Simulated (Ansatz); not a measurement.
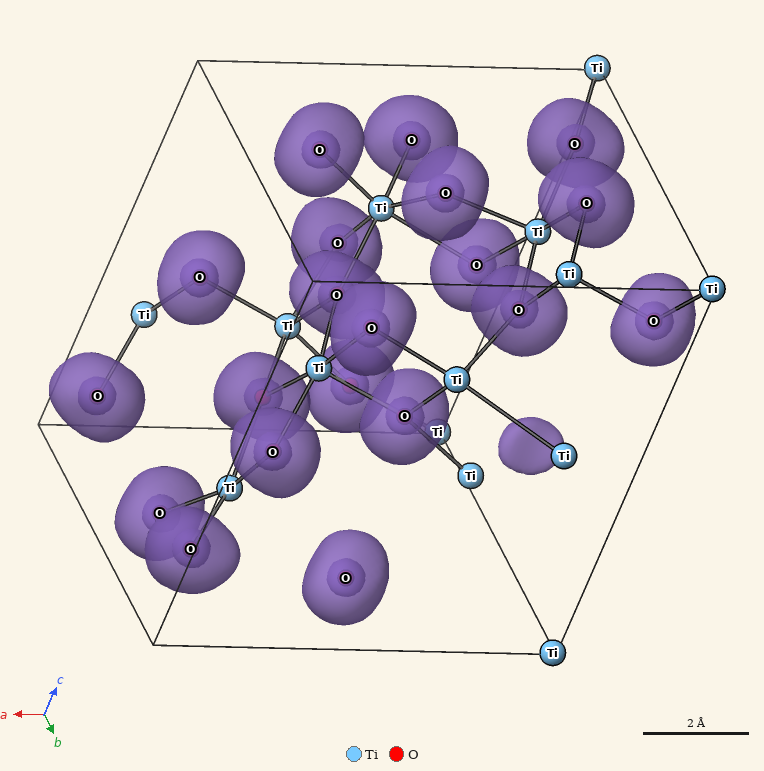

Ti11O19 (cell with a defect). Isosurface of the electron localisation function at 0.7 (purple), seen at an oblique angle. Only the valence region is drawn (cores and ρ < 0.01 e/Å³ removed). Sticks mark near contacts.

The SCF solution may not be the lowest one; Hubbard U of 4 eV on Ti d only; spin-polarised.

Method: Ansatz 0.2.0, DFT PBE+U, scalar-relativistic, plane waves, PAW.

Input file:

```
crystal:
  lattice:
    - [5.7270010727, 1.9090003576, -4.8875563752]
    - [-1.9090003576, 5.7270010727, 4.8875563752]
    - [1.9090003576, -5.7270010727, 4.8875563752]
  atoms:
    - { symbol: Ti, position: [1.0, 0.0, 0.0] }
    - { symbol: Ti, position: [0.2, 0.4, 0.8] }
    - { symbol: Ti, position: [0.6, 0.2, 0.4] }
    - { symbol: Ti, position: [0.4055867022, 0.8010376739, 0.5971968961] }
    - { symbol: Ti, position: [0.7981733101, 0.5908144632, 0.1910460087] }
    - { symbol: Ti, position: [0.1029229683, 0.4423028735, 0.1579778905] }
    - { symbol: Ti, position: [0.3, 0.85, 0.95] }
    - { symbol: Ti, position: [0.7, 0.65, 0.55] }
    - { symbol: Ti, position: [0.5, 0.25, 0.75] }
    - { symbol: Ti, position: [0.9, 0.05, 0.35] }
    - { symbol: Ti, position: [0.1028213002, 0.661021814, 0.3632456418], spin: 2.0 }
    - { symbol: O, position: [0.3, 0.0552981755, 0.1552981755] }
    - { symbol: O, position: [0.7, 0.8552981755, 0.7552981755] }
    - { symbol: O, position: [0.5, 0.4552981755, 0.9552981755] }
    - { symbol: O, position: [0.9, 0.2552981755, 0.5552981755] }
    - { symbol: O, position: [0.4, 0.0052981755, 0.8052981755] }
    - { symbol: O, position: [0.6, 0.4052981755, 0.6052981755] }
    - { symbol: O, position: [0.0, 0.2052981755, 0.2052981755] }
    - { symbol: O, position: [0.8, 0.8052981755, 0.4052981755] }
    - { symbol: O, position: [0.2, 0.6052981755, 0.0052981755] }
    - { symbol: O, position: [0.1, 0.2447018245, 0.9447018245] }
    - { symbol: O, position: [0.3, 0.6447018245, 0.7447018245] }
    - { symbol: O, position: [0.7, 0.4447018245, 0.3447018245] }
    - { symbol: O, position: [0.5, 0.0447018245, 0.5447018245] }
    - { symbol: O, position: [0.9, 0.8447018245, 0.1447018245] }
    - { symbol: O, position: [0.4, 0.5947018245, 0.3947018245] }
    - { symbol: O, position: [0.6, 0.9947018245, 0.1947018245] }
    - { symbol: O, position: [0.0, 0.7947018245, 0.7947018245] }
    - { symbol: O, position: [0.8, 0.3947018245, 0.9947018245] }
    - { symbol: O, position: [0.2, 0.1947018245, 0.5947018245] }
  host:
    lattice:
      - [-1.9090003576, 1.9090003576, 4.8875563752]
      - [1.9090003576, -1.9090003576, 4.8875563752]
      - [1.9090003576, 1.9090003576, -4.8875563752]
    atoms:
      - { symbol: Ti, position: [0.0, 0.0, 0.0] }
      - { symbol: Ti, position: [0.75, 0.25, 0.5] }
      - { symbol: O, position: [0.9552981755, 0.4552981755, 0.5] }
      - { symbol: O, position: [0.2052981755, 0.2052981755, 0.0] }
      - { symbol: O, position: [0.5447018245, 0.0447018245, 0.5] }
      - { symbol: O, position: [0.7947018245, 0.7947018245, 0.0] }
basis:
  ecutwfc: 420
  xc_grid: 2
kpoints:
  mp_grid: { grid: [2, 2, 2], shift: [0.5, 0.5, 0.5] }
hamiltonian:
  xc: pbe
  hubbard: { sites: [{ species: Ti, l: d, u_eff: 4.0 }] }
scf:
  occupations: { method: gaussian, width: 0.01 }
output:
  forces: true
  stress: false
  eigenvalues: true
  populations: true
  charged_corrections:
    defect_position: [0.1, 0.65529818, 0.35529818]
    epsilon: [[42.7313, 0.0, 0.0], [0.0, 42.7313, 0.0], [0.0, 0.0, 23.026]]
  write_density: true
  write_potential: true
  elf: true
  volumetric_format: npy
magnetization:
  spin_polarized: true
relax:
  adjacent_minimum: "off"
  f_tol: 0.025
  max_steps: 45
```

Launched as:

```sh
ansatz run input.yaml --threads 4 --pin off --max-ram 10240MiB --backend cpu --events-out ev --progress --plain --runs-dir out
```

The fields are those of the run's last geometry, not of the input's.

### Describe the localisation domains.

The surface consists of 19 regions wrapped around O (the valence shell of each) and one pocket between the atoms, centred on no nucleus (multi-centre or interstitial), counted in one cell of 30 atoms. Regions shared between cells count once. Profiles from the grid: Ti–O (1.82 Å): the ELF peaks at about 0.80 in the valence shell of O, 0.6 Å from its nucleus, and is about 0.25 at the midpoint: no localised pair shows between them. Ti–Ti (2.62 Å): the ELF is about 0.25 at the midpoint; no localised pair shows between them.
